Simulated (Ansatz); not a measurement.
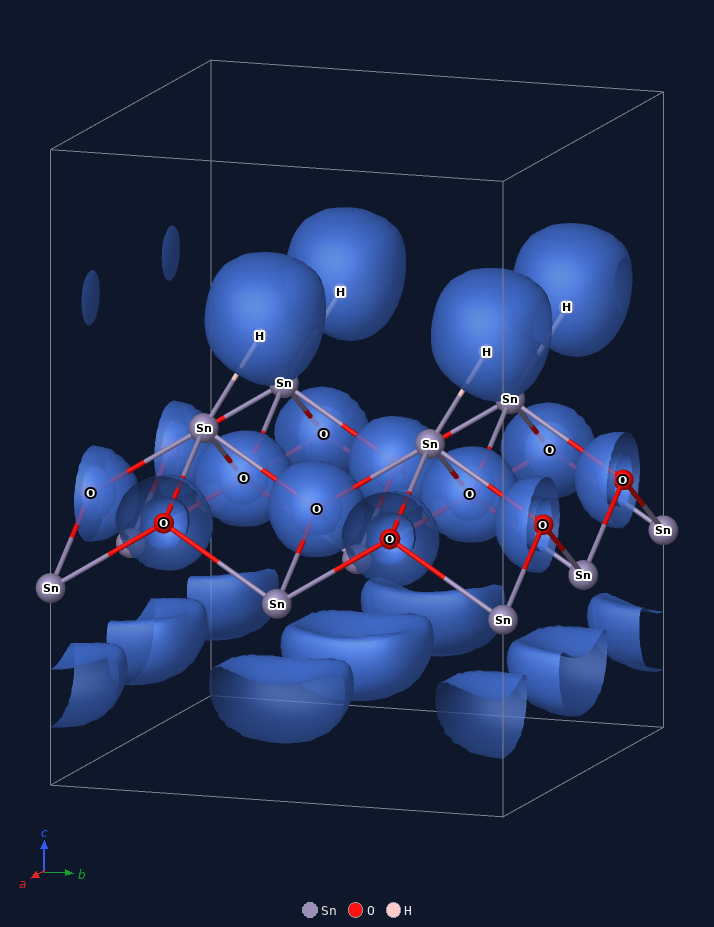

The picture shows: Sn$_{2}$HO$_{2}$ (slab). Isosurface of the ELF at 0.75 (blue), seen slightly off an axis. Only the valence region is drawn (cores and ρ < 0.01 e/Å³ removed). Sticks mark near contacts.

A point of a scan over the structure, not its minimum; not relaxed (largest force 0.7 eV/Å); PAW files of the earlier set (soft_1); the program warned that a starting moment wasn't kept; spin-polarised, but the moments vanished.

Method: Ansatz, DFT PBE+D3(BJ), scalar-relativistic, plane waves, PAW.

Core electrons are frozen (PAW), and the valence fields are smoothed inside the atomic spheres.

Input file:

```
crystal:
  lattice:
    - [3.82015263, 0.0002954461, 0.0]
    - [-0.0003145178, 3.8201526285, 0.0]
    - [0.0, 0.0, 17.8630377374]
  atoms:
    - { symbol: Sn, position: [0.9999452828, 0.9999452828, 0.223926079] }
    - { symbol: O, position: [0.9999460977, 0.4999460977, 0.2900693009] }
    - { symbol: O, position: [0.4999460977, 0.9999460977, 0.2900693009] }
    - { symbol: Sn, position: [0.4999452828, 0.4999452828, 0.3562125228] }
    - { symbol: H, position: [0.4999452828, 0.7499452828, 0.4531972433], spin: 1.0 }
basis:
  ecutwfc: 420
kpoints:
  mp_grid: { grid: [7, 7, 1] }
hamiltonian:
  xc: pbe
  pseudopotentials: { kind: paw, azcp: { folder: soft_1 } }
  dispersion: d3bj
scf:
  occupations: { method: gaussian, width: 0.05 }
output:
  forces: true
  eigenvalues: true
  populations: true
  write_density: true
  write_potential: true
  elf: true
  volumetric_format: npy
magnetization:
  spin_polarized: true
relax:
  adjacent_minimum: "off"
  f_tol: 0.025
  max_steps: 16
  constraints: [{ sites: [0, 1, 2, 3] }, { sites: [4], fix: xy }]
efield:
  axis: 3
  dipole_correction: true
  ramp_width: 0.04
```

Launched as:

```sh
ansatz run input.yaml --threads 1 --pin off --max-ram 3072MiB --backend cpu --events-out ev --progress --plain --runs-dir out
```

The fields are those of the run's last geometry, not of the input's.

Q: Identify the bonds, lone pairs and shells in this picture.

A: At this value the surface marks out one region around a hydrogen nucleus, one lobe on Sn, pointing away from the bonds (lone pairs) and two regions wrapped around O (the valence shell of each), counted in one cell of 5 atoms. Counts are for one cell; the picture repeats the cell along the surface. Profiles from the grid: Sn–H (1.82 Å): the ELF climbs to about 1 towards the hydrogen. Sn–O (2.25 Å): the ELF peaks at about 0.85 in the valence shell of O, 0.6 Å from its nucleus, and is about 0.20 at the midpoint (no localised pair shows between them).
